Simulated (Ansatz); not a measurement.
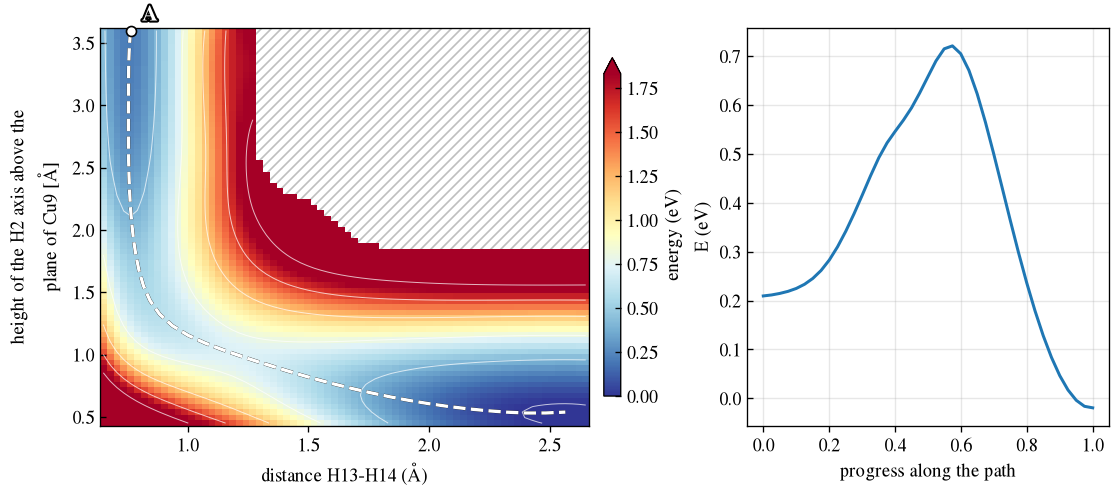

H₂ on a Cu(100) slab cut from the Fm-3m phase, its upper half relaxed before the scan (12 atoms of substrate and one adsorbate in a 2 × 2 cell). H2 lies flat over one site of a rigid substrate while its bond length and height are varied; it sits over a bridge site, heights counted from the top plane, its axis along the first surface vector. The first coordinate is: distance H13-H14; the second: height of the H2 axis above the plane of Cu9. The scan uses an 8 × 9 grid. At 15 points there is no value (left out: too close to the surface, or the stretched molecule far from it). Points are written as (first, second). Energies are in eV, from the lowest grid point. Theory: DFT PBE, scalar-relativistic, plane waves, PAW in Ansatz. Settings: cutoff 420 eV, k-mesh 5×5×1, gaussian smearing 0.1 eV, no spin polarisation.

The picture shows a smooth colour map with a few white contour lines, a line along the lowest path, one colour for all values above the top of the scale, hatched blanks where no value was computed, the energy along the path at the right, the start A. Between grid points the surface is interpolated.

Describe the path and its barrier.

Answer. The easiest path runs from the intact molecule far from the surface, (0.750 Å, 3.60 Å), to the stretched end of the scan, about (2.57 Å, 0.54 Å). Its highest point, at about (1.22 Å, 0.99 Å), lies about 0.51 eV above the start and 0.74 eV above the end on the interpolated surface. An end on the edge of the scan is no minimum, so the barrier from there is a lower bound.
